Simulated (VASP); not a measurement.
Hf (slab)

```
Hf
1.0
     3.08291    0.00000    0.00000
     0.00000    3.08291    0.00000
     0.00000    0.00000   21.09278
Hf
3
Direct
  0.50000 0.50000 0.18964
  0.00000 0.00000 0.28673
  0.50000 0.50000 0.38368
```

All numbers below come from Kohn-Sham DFT of a periodic cell, LDA, VASP PAW LDA potentials, recommended in VASP.

The density is the valence pseudo-density of a PAW calculation; it isn't the true density close to the nuclei.

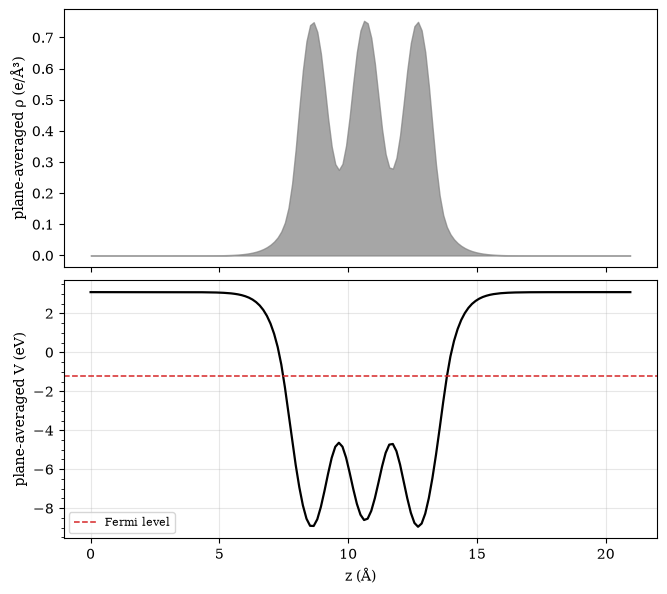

Figure 1. Plane average of the electrostatic potential energy of an electron and of the valence charge density (pseudo) across the slab.

How far above the Fermi level of the calculation is the vacuum level?

Answer. 4.3 eV.

How thick is the slab, and how wide the vacuum?

Answer. The outermost nuclei are 4.1 Å apart, in 3 atomic planes; the vacuum between periodic images is 17.0 Å wide.

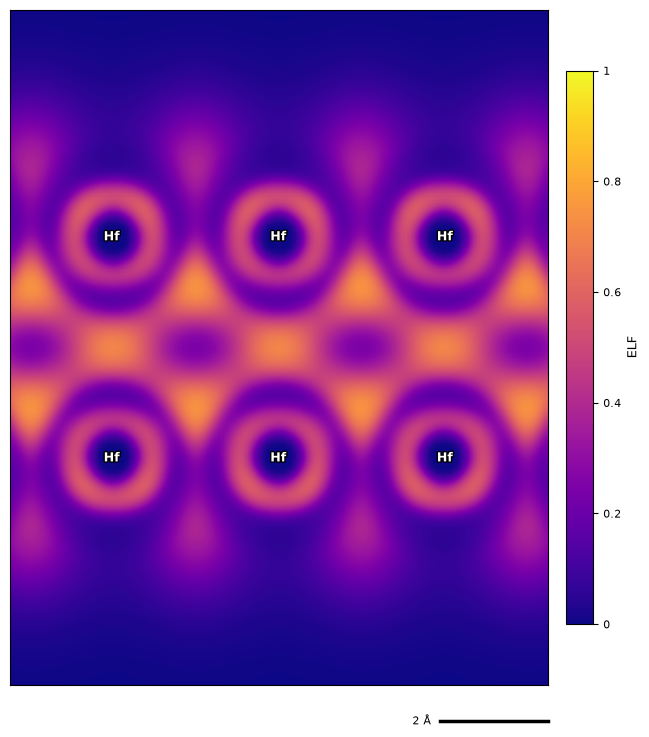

Figure 2. ELF on the (100) plane of the calculation cell, a cut from vacuum to vacuum.

Describe what can be read from this map.

Answer. The plane passes through Hf nuclei. Hf–Hf (3.08 Å): the ELF is about 0.30 at the midpoint. The features right at Hf lie inside the PAW spheres, where the map follows smoothed inner orbitals and isn't to be read closely.
